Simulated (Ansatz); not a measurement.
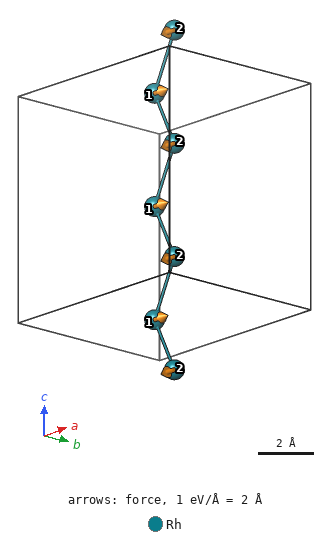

Starting geometry of a wire of composition Rh with the computed forces as orange arrows. Style: ball-and-stick. Shown: the 2 repeat of the cell, with the vacuum cut short, from a free direction.

Case: zigzag chain of atoms.

Method: DFT PBE, scalar-relativistic, plane waves, PAW (Ansatz 0.2.0). Set-up: plane-wave cutoff 420 eV; k-point mesh 1 × 1 × 15; occupations gaussian; smearing width 0.05 eV; collinear spin; cell relaxed at fixed a, b, alpha, beta, gamma; force threshold 0.01 eV/Å; at most 45 steps.

Question: Is this structure relaxed? If not, where do the atoms go?

Answer: It isn't relaxed: the largest force vector, on Rh atoms, is 0.39 eV/Å. Measured relative to the changing cell, the final displacements run against the starting forces (cosine between the two patterns −1.00). The largest moves relative to the layer's centre, 0.15 Å, are those of Rh1 and Rh2. Along the periodic axis the drawn cell goes c 8.775 → 7.269 Å (−17.2 %). Among the contacts that change: Rh1–Rh2 2.453 → 2.294 Å. Among the angles between lasting bonds that change: Rh2–Rh1–Rh2 126.9° → 104.7°. After 7 accepted moves (9 points after the start) the energy has fallen by 0.445 eV per cell of the calculation. Largest force component: 0.39 eV/Å at the start, 0.0013 eV/Å at the end. The line search rejected the trial step at point 6 of the run. At 1 point the geometry stayed and the basis and grid were re-selected for the new cell (energy shift of 3.8 meV per cell of the calculation at most each time).

Limits of the set-up: the k-point mesh is coarse for a cell with partly filled bands.
